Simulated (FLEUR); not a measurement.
BaTiO3

```
Ba Ti O
1.0
     3.99980    0.00000    0.00000
     0.00000    3.99980    0.00000
     0.00000    0.00000    4.01800
Ba Ti O
1 1 3
Cartesian
  0.0000 0.0000 0.0000
  1.9999 1.9999 1.9688
  0.0000 1.9999 2.0773
  1.9999 0.0000 2.0773
  1.9999 1.9999 0.0763
```

Space group P4mm; not relaxed (largest force 0.4 eV/Å).

All numbers below come from Kohn-Sham DFT of a periodic cell, PBEsol, all-electron in FLEUR MaX-R8.1 (later development tree).

### What will maps of the electron density show?

Ti–O (1.89 Å): the density is about 0.85 e/Å³ at the midpoint.
Ti–O (2.13 Å): ρ at the midpoint is about 0.47 e/Å³.
Ba–O (2.83 Å): ρ is about 0.2 e/Å³ halfway.

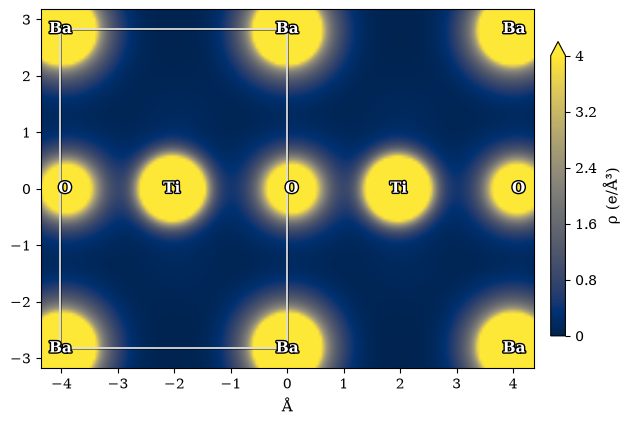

Computed electron density on the (11̄0) plane of the conventional cell. 
